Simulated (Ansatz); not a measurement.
W16Si: molecular dynamics (part 2 of 3)

Continued. System: W16Si (defect cell, 17 atoms in the cell). Method: DFT PBE, scalar-relativistic, plane waves, PAW, PAW set soft_1, no spin polarisation (Ansatz 0.2.0); cutoff 420 eV, 2×2×2 k-mesh, Fermi–Dirac smearing of 0.05 eV. It belongs to a series of runs on one base structure; here: dynamics from the last frame of the run before.

Geometry of the input (Å; fractional positions):
```
6.3200  0.0000  0.0000
0.0000  6.3200  0.0000
0.0000  0.0000  6.3200
W  0.0434  -0.0408  0.0222
W  0.4201  0.0159  -0.0048
W  -0.0396  0.4732  -0.0313
W  -0.0399  -0.0220  0.4987
W  0.2114  0.2650  0.2555
W  0.4464  0.5056  0.0028
W  0.4591  -0.0211  0.4753
W  0.7273  0.2233  0.2250
W  -0.0434  0.4810  0.4763
W  0.2113  0.7181  0.2601
W  0.2025  0.2623  0.7341
W  0.4355  0.4832  0.4768
W  0.7173  0.7225  0.2270
W  0.7036  0.2942  0.7084
W  0.2167  0.7246  0.7223
W  0.7394  0.7105  0.7323
Si 0.7512  0.0223  -0.1113
```

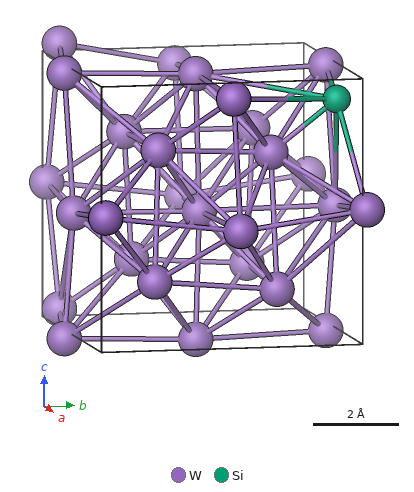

Figure 1. The geometry at step 97 of the log (ball-and-stick view of the cell of the calculation, seen slightly off an axis).

**Output, continued**
```
md step    67: t =   134.00 fs  T =  1672.6 K  F+E_penalty+E_count = -166798.25008470 eV  E_kin = 3.675401 eV  (5 SCF iters)
md step    68: t =   136.00 fs  T =  1687.3 K  F+E_penalty+E_count = -166798.29027310 eV  E_kin = 3.707795 eV  (5 SCF iters)
md step    69: t =   138.00 fs  T =  1849.3 K  F+E_penalty+E_count = -166798.30365769 eV  E_kin = 4.063742 eV  (5 SCF iters)
md step    70: t =   140.00 fs  T =  1965.0 K  F+E_penalty+E_count = -166798.29454426 eV  E_kin = 4.317918 eV  (6 SCF iters)
md step    71: t =   142.00 fs  T =  1893.1 K  F+E_penalty+E_count = -166798.27669383 eV  E_kin = 4.160026 eV  (5 SCF iters)
md step    72: t =   144.00 fs  T =  1928.2 K  F+E_penalty+E_count = -166798.25482861 eV  E_kin = 4.237033 eV  (5 SCF iters)
md step    73: t =   146.00 fs  T =  1887.0 K  F+E_penalty+E_count = -166798.23813793 eV  E_kin = 4.146446 eV  (5 SCF iters)
md step    74: t =   148.00 fs  T =  1933.7 K  F+E_penalty+E_count = -166798.23306834 eV  E_kin = 4.249136 eV  (5 SCF iters)
md step    75: t =   150.00 fs  T =  1921.9 K  F+E_penalty+E_count = -166798.24651030 eV  E_kin = 4.223248 eV  (5 SCF iters)
md step    76: t =   152.00 fs  T =  1917.2 K  F+E_penalty+E_count = -166798.28038013 eV  E_kin = 4.212902 eV  (5 SCF iters)
md step    77: t =   154.00 fs  T =  1967.1 K  F+E_penalty+E_count = -166798.32903130 eV  E_kin = 4.322582 eV  (5 SCF iters)
md step    78: t =   156.00 fs  T =  1980.3 K  F+E_penalty+E_count = -166798.37632725 eV  E_kin = 4.351561 eV  (5 SCF iters)
md step    79: t =   158.00 fs  T =  1964.1 K  F+E_penalty+E_count = -166798.40964125 eV  E_kin = 4.316008 eV  (5 SCF iters)
md step    80: t =   160.00 fs  T =  1861.9 K  F+E_penalty+E_count = -166798.42673586 eV  E_kin = 4.091452 eV  (6 SCF iters)
md step    81: t =   162.00 fs  T =  1909.8 K  F+E_penalty+E_count = -166798.42445339 eV  E_kin = 4.196576 eV  (5 SCF iters)
md step    82: t =   164.00 fs  T =  1902.2 K  F+E_penalty+E_count = -166798.39354619 eV  E_kin = 4.179833 eV  (5 SCF iters)
md step    83: t =   166.00 fs  T =  1803.4 K  F+E_penalty+E_count = -166798.33651968 eV  E_kin = 3.962882 eV  (5 SCF iters)
md step    84: t =   168.00 fs  T =  1870.3 K  F+E_penalty+E_count = -166798.25946518 eV  E_kin = 4.109808 eV  (5 SCF iters)
md step    85: t =   170.00 fs  T =  1915.4 K  F+E_penalty+E_count = -166798.16956675 eV  E_kin = 4.208947 eV  (5 SCF iters)
md step    86: t =   172.00 fs  T =  1877.2 K  F+E_penalty+E_count = -166798.06814380 eV  E_kin = 4.125085 eV  (5 SCF iters)
md step    87: t =   174.00 fs  T =  1830.4 K  F+E_penalty+E_count = -166797.95608801 eV  E_kin = 4.022167 eV  (5 SCF iters)
md step    88: t =   176.00 fs  T =  1750.2 K  F+E_penalty+E_count = -166797.85055052 eV  E_kin = 3.845965 eV  (5 SCF iters)
md step    89: t =   178.00 fs  T =  1639.9 K  F+E_penalty+E_count = -166797.75515359 eV  E_kin = 3.603478 eV  (5 SCF iters)
md step    90: t =   180.00 fs  T =  1629.0 K  F+E_penalty+E_count = -166797.65737906 eV  E_kin = 3.579553 eV  (6 SCF iters)
md step    91: t =   182.00 fs  T =  1713.8 K  F+E_penalty+E_count = -166797.55026135 eV  E_kin = 3.765908 eV  (5 SCF iters)
md step    92: t =   184.00 fs  T =  1578.1 K  F+E_penalty+E_count = -166797.43533022 eV  E_kin = 3.467662 eV  (5 SCF iters)
md step    93: t =   186.00 fs  T =  1652.5 K  F+E_penalty+E_count = -166797.32973993 eV  E_kin = 3.631248 eV  (5 SCF iters)
md step    94: t =   188.00 fs  T =  1594.6 K  F+E_penalty+E_count = -166797.24094421 eV  E_kin = 3.504000 eV  (5 SCF iters)
md step    95: t =   190.00 fs  T =  1614.1 K  F+E_penalty+E_count = -166797.18558564 eV  E_kin = 3.546762 eV  (5 SCF iters)
md step    96: t =   192.00 fs  T =  1699.9 K  F+E_penalty+E_count = -166797.19183287 eV  E_kin = 3.735388 eV  (5 SCF iters)
md step    97: t =   194.00 fs  T =  1686.5 K  F+E_penalty+E_count = -166797.26083287 eV  E_kin = 3.705956 eV  (5 SCF iters)
md step    98: t =   196.00 fs  T =  1722.8 K  F+E_penalty+E_count = -166797.35380246 eV  E_kin = 3.785672 eV  (5 SCF iters)
md step    99: t =   198.00 fs  T =  1834.5 K  F+E_penalty+E_count = -166797.44114173 eV  E_kin = 4.031188 eV  (5 SCF iters)
md step   100: t =   200.00 fs  T =  1827.2 K  F+E_penalty+E_count = -166797.50802393 eV  E_kin = 4.015194 eV  (6 SCF iters)
md step   101: t =   202.00 fs  T =  1845.2 K  F+E_penalty+E_count = -166797.53800239 eV  E_kin = 4.054756 eV  (5 SCF iters)
md step   102: t =   204.00 fs  T =  1908.4 K  F+E_penalty+E_count = -166797.52614545 eV  E_kin = 4.193506 eV  (5 SCF iters)
md step   103: t =   206.00 fs  T =  1837.2 K  F+E_penalty+E_count = -166797.49313147 eV  E_kin = 4.037139 eV  (5 SCF iters)
md step   104: t =   208.00 fs  T =  1834.9 K  F+E_penalty+E_count = -166797.47124983 eV  E_kin = 4.032136 eV  (5 SCF iters)
md step   105: t =   210.00 fs  T =  1825.3 K  F+E_penalty+E_count = -166797.45738263 eV  E_kin = 4.010860 eV  (4 SCF iters)
md step   106: t =   212.00 fs  T =  1729.4 K  F+E_penalty+E_count = -166797.46525483 eV  E_kin = 3.800230 eV  (5 SCF iters)
md step   107: t =   214.00 fs  T =  1898.9 K  F+E_penalty+E_count = -166797.51263148 eV  E_kin = 4.172585 eV  (5 SCF iters)
md step   108: t =   216.00 fs  T =  1843.7 K  F+E_penalty+E_count = -166797.58149305 eV  E_kin = 4.051472 eV  (5 SCF iters)
md step   109: t =   218.00 fs  T =  1782.9 K  F+E_penalty+E_count = -166797.64871760 eV  E_kin = 3.917708 eV  (5 SCF iters)
md step   110: t =   220.00 fs  T =  1848.5 K  F+E_penalty+E_count = -166797.70866831 eV  E_kin = 4.061836 eV  (6 SCF iters)
md step   111: t =   222.00 fs  T =  1871.3 K  F+E_penalty+E_count = -166797.76482538 eV  E_kin = 4.111937 eV  (5 SCF iters)
md step   112: t =   224.00 fs  T =  1841.2 K  F+E_penalty+E_count = -166797.80768724 eV  E_kin = 4.045923 eV  (5 SCF iters)
md step   113: t =   226.00 fs  T =  1867.5 K  F+E_penalty+E_count = -166797.84516911 eV  E_kin = 4.103656 eV  (5 SCF iters)
md step   114: t =   228.00 fs  T =  1854.8 K  F+E_penalty+E_count = -166797.89612504 eV  E_kin = 4.075874 eV  (5 SCF iters)
md step   115: t =   230.00 fs  T =  1973.3 K  F+E_penalty+E_count = -166797.95413822 eV  E_kin = 4.336256 eV  (5 SCF iters)
md step   116: t =   232.00 fs  T =  2016.9 K  F+E_penalty+E_count = -166798.02473896 eV  E_kin = 4.432067 eV  (5 SCF iters)
md step   117: t =   234.00 fs  T =  2149.3 K  F+E_penalty+E_count = -166798.12633571 eV  E_kin = 4.722861 eV  (5 SCF iters)
md step   118: t =   236.00 fs  T =  2261.6 K  F+E_penalty+E_count = -166798.25480986 eV  E_kin = 4.969626 eV  (5 SCF iters)
md step   119: t =   238.00 fs  T =  2404.3 K  F+E_penalty+E_count = -166798.37837838 eV  E_kin = 5.283243 eV  (5 SCF iters)
md step   120: t =   240.00 fs  T =  2322.6 K  F+E_penalty+E_count = -166798.47368680 eV  E_kin = 5.103717 eV  (6 SCF iters)
md step   121: t =   242.00 fs  T =  2362.6 K  F+E_penalty+E_count = -166798.53906873 eV  E_kin = 5.191676 eV  (5 SCF iters)
md step   122: t =   244.00 fs  T =  2399.3 K  F+E_penalty+E_count = -166798.56304211 eV  E_kin = 5.272288 eV  (5 SCF iters)
md step   123: t =   246.00 fs  T =  2566.9 K  F+E_penalty+E_count = -166798.52156609 eV  E_kin = 5.640631 eV  (5 SCF iters)
md step   124: t =   248.00 fs  T =  2521.3 K  F+E_penalty+E_count = -166798.42212772 eV  E_kin = 5.540397 eV  (5 SCF iters)
md step   125: t =   250.00 fs  T =  2575.1 K  F+E_penalty+E_count = -166798.28029750 eV  E_kin = 5.65848
[...]
SCF iter   1: F=—  HF=-166797.562838 eV  |F-HF|=—  |Δ(HF+E_count)|=         —  Δρ=2.79e-3  dr2=3.50e-2  ethr=1.50e-5  ⟨swp⟩=2.8  Hψ=4458  notcnv=0  defer=1
preconditioner: auto → Kerker (q_TF=auto, 2.682 Å⁻¹)  [metal: Δε(μ)=0.033 eV  Ē_g=5.457 eV  σ=0.050 eV  W_gap=0.16  n_scr=80 (ndim 8)  ℏωp=23.4 eV  f_vac=0.000  D(μ)=6.39/eV (n_scr^D=32)]
SCF iter   2: F=—  HF=-166797.558987 eV  |F-HF|=—  |Δ(HF+E_count)|=   3.85e-3  Δρ=1.57e-3  dr2=1.16e-2  ethr=1.50e-5  ⟨swp⟩=1.0  Hψ=1096  notcnv=0
SCF iter   3: F=—  HF=-166797.556927 eV  |F-HF|=—  |Δ(HF+E_count)|=   2.06e-3  Δρ=1.78e-4  dr2=1.42e-4  ethr=5.10e-6  ⟨swp⟩=2.0  Hψ=1497  notcnv=0
SCF iter   4: F=—  HF=-166797.556894 eV  |F-HF|=—  |Δ(HF+E_count)|=   3.34e-5  Δρ=3.26e-5  dr2=3.00e-6  ethr=6.23e-8  ⟨swp⟩=2.0  Hψ=1500  notcnv=0
SCF iter   5: F=—  HF=-166797.556649 eV  |F-HF|=—  |Δ(HF+E_count)|=   2.45e-4  Δρ=6.92e-6  dr2=1.90e-7  ethr=1.32e-9  ⟨swp⟩=2.0  Hψ=1517  notcnv=0
SCF iter   6: F=-166797.556649 eV  HF=-166797.556649 eV  |F-HF|=2.76e-9  |Δ(HF+E_count)|=   3.58e-8  Δρ=1.17e-6  dr2=5.03e-9  ethr=7.46e-12  ⟨swp⟩=4.2  Hψ=3379  notcnv=0
SCF 301 converged in 6 iterations: F = -166797.556649 eV  dr2 = 5.03e-9
md step   300: t =   600.00 fs  T =  2329.9 K  F+E_penalty+E_count = -166797.55664865 eV  E_kin = 5.119697 eV  (6 SCF iters)
```

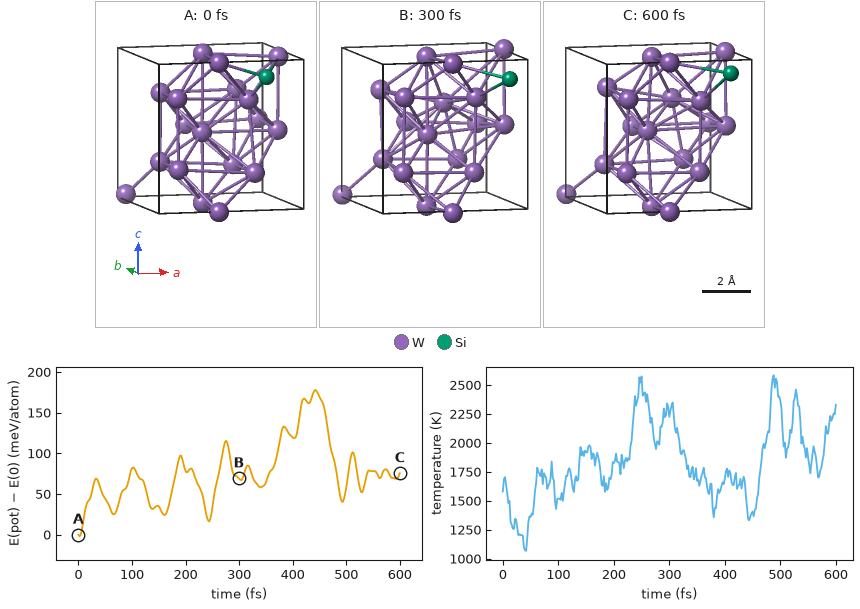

Figure 2. Frames of the molecular dynamics (ball-and-stick, simulation cell, seen slightly off an axis) above the curves, on which the letters mark them. The trajectory kept here has 301 frames over 600 fs. The temperature starts at 1581 K, ranges from 1067 to 2585 K and averages 1886 K over the second half. The potential energy ends 75.5 meV/atom above its first value. With the common drift removed, the root-mean-square displacement is 0.46 Å, and Si17 has moved furthest (1.29 Å).

```
NSCF: frozen V_eff on 8 k-points
the band table was solved once a step of the walk had ended and its energy, with any forces and stress, was formed, with the checks that follow a solve (4039 applications of the Hamiltonian). They found nothing against the state; the energy, forces and stress were not computed again (output.eigenvalues in the input reference)
SCF converged after 6 iterations
Free energy (F): -166797.556649 eV
Harris-Foulkes:  -166797.556649 eV  (|F-HF|=2.76e-9)
Internal energy: -166797.504202 eV  (E = F + TS)
E sigma→0 (E₀):  -166797.530426 eV
Entropy (-TS):   -0.052446 eV (-3.085 meV/atom)
Fermi energy:    23.194020 eV
--- Per-component energies (eV) ---
  E_band       = -1097.830814
  E_kinetic    = 6887.562539
  E_local      = -9042.391741  (includes V_loc(G=0)·N_el)
  E_nonlocal   = -370.887783
  E_hartree    = 3915.622600
  E_xc         = -4368.875037
  E_vxc        = -3787.385149  (∫ρ·V_xc dr)
  E_paw        = -137768.253349  (= ΣΔE_a)
  E_vpaw       = -2615.975793  (= ΣTr[D̂ρ^β])
  E_aug_tail   = 0.002444  (compensation charges beyond the density's cutoff)
  E_ewald      = -26050.283875
  E_smearing   = -0.052446  (= −TS)
  E_closure    = 0.000000  (closes the sum)
  Σ components = -166797.556649   (vs F -166797.556649, Δ=0.00e0)
--- Forces (eV/Å), atoms counted from 1 ---
  atom   1  W     -0.53883768     1.01888834     1.99644054
  atom   2  W      4.83876615     0.16307083    -1.62037001
  atom   3  W     -0.78483947    -0.19716098    -2.04516016
  atom   4  W     -2.19123820     0.11712253     2.77061768
  atom   5  W     -0.53512399    -3.52577002     2.89771134
  atom   6  W      3.11941969     1.97227240    -0.66213933
  atom   7  W     -0.67294629    -0.87259045     0.90350378
  atom   8  W     -0.80745707    -1.03303812     0.72444544
  atom   9  W      0.03602924     0.10395411    -0.82950280
  atom  10  W      1.33833448    -2.18618934     0.40421042
  atom  11  W      1.03672114     1.72396797    -2.14370114
  atom  12  W      0.99501576    -1.97009803    -2.12881754
  atom  13  W     -2.64666648     1.37649101     0.78547832
  atom  14  W     -0.20555527     0.67018801     2.17528348
  atom  15  W     -1.89261111     2.29439504    -1.82801647
  atom  16  W      0.40941248    -0.07873447    -1.05579777
  atom  17  Si    -1.49842649     0.42323280    -0.34417126
  max |Σ_I F_I| component: 1.45e-5 eV/Å
--- Band table (eV; the first three rows and the last of 8) ---
  k-point 0: bands = ["-50.8325", "-50.7774", "-50.7156", "-50.6816", "-50.6688", "-50.6520", "-50.6289", "-50.6124", "-50.5835", "-50.5546", "-50.5420", "-50.5324", "-50.4812", "-50.4089", "-50.2967", "-50.0653", "-16.5084", "-15.9947", "-15.8226", "-15.8028", "-15.7726", "-15.7565", "-15.6901", "-15.5110", "-15.4559", "-15.3492", "-15.2987", "-15.2784", "-15.2257", "-15.1755", "-15.1369", "-15.1189", "-15.1050", "-15.0578", "-15.0535", "-15.0173", "-15.0023", "-14.9595", "-14.8945", "-14.8921", "-14.8699", "-14.8311", "-14.8165", "-14.7762", "-14.7312", "-14.6971", "-14.6771", "-14.6569", "-14.6373", "-14.6001", "-14.5530", "-14.5192", "-14.5109", "-14.4553", "-14.3921", "-14.3175", "-14.2816", "-14.2566", "-14.2331", "-14.2182", "-14.1901", "-14.1332", "-13.9451", "-13.8575", "12.3382", "14.9222", "16.0923", "16.3077", "16.6744", "16.6939", "16.8292", "17.1277", "17.1761", "17.3094", "17.5249", "17.6265", "17.6874", "17.9332", "18.0425", "18.6742", "18.8432", "19.1154", "19.2494", "19.2753", "19.3622", "19.4496", "19.5409", "19.6125", "19.8157", "19.8600", "19.9496", "20.0543", "20.2760", "20.3391", "20.4280", "20.4950", "20.6054", "20.7528", "21.3297", "21.5357", "21.6429", "21.6985", "21.7664", "21.8530", "21.9538", "22.2018", "22.2664", "22.3881", "22.4540", "22.6034", "22.7003", "22.9052", "23.2709", "23.3021", "23.6175", "23.7021", "23.9155", "24.0700", "24.1664", "24.3295", "24.4653", "24.6018", "24.8007", "24.8602", "24.9432", "25.2079", "25.2734", "25.4129", "25.4918", "25.5425", "25.6591", "25.7406", "25.8289", "25.9665", "25.9846", "26.0163", "26.1174"]
  k-point 1: bands = ["-50.8055", "-50.7850", "-50.7528", "-50.6836", "-50.6609", "-50.6521", "-50.6237", "-50.6095", "-50.5855", "-50.5556", "-50.5393", "-50.5241", "-50.4837", "-50.4099", "-50.2971", "-50.0656", "-16.4589", "-15.8966", "-15.8493", "-15.7548", "-15.6783", "-15.6624", "-15.5865", "-15.5575", "-15.5075", "-15.4745", "-15.4397", "-15.4039", "-15.3970", "-15.2989", "-15.2524", "-15.1900", "-15.1194", "-15.1130", "-15.0825", "-14.9971", "-14.9506", "-14.9034", "-14.8737", "-14.8674", "-14.7812", "-14.7716", "-14.7469", "-14.7227", "-14.6756", "-14.6540", "-14.6105", "-14.5813", "-14.5407", "-14.5237", "-14.5178", "-14.4992", "-14.4494", "-14.4473", "-14.3961", "-14.3800", "-14.3406", "-14.3216", "-14.2923", "-14.2498", "-14.2196", "-14.1447", "-14.0028", "-13.8670", "12.9499", "14.7620", "16.0557", "16.4387", "16.9190", "16.9793", "17.1435", "17.2640", "17.4306", "17.5161", "17.5577", "17.7341", "17.8887", "18.1235", "18.1391", "18.2302", "18.2712", "18.5042", "18.7422", "18.8912", "19.1448", "19.3943", "19.5048", "19.7464", "19.9166", "20.0787", "20.1710", "20.2410", "20.3457", "20.4001", "20.5853", "20.6884", "20.7025", "20.8263", "20.9833", "21.0526", "21.2198", "21.4166", "21.5107", "21.6502", "21.7452", "21.8760", "21.9891", "22.1740", "22.3230", "22.5199", "22.7840", "22.8506", "22.9124", "23.1777", "23.4193", "23.4969", "23.6706", "23.7646", "23.9031", "23.9497", "24.2073", "24.3748", "24.4576", "24.7105", "24.7788", "24.9310", "25.1559", "25.4810", "25.6766", "25.6962", "25.8978", "25.9764", "26.0317", "26.1424", "26.2240", "26.3341", "26.3833"]
```
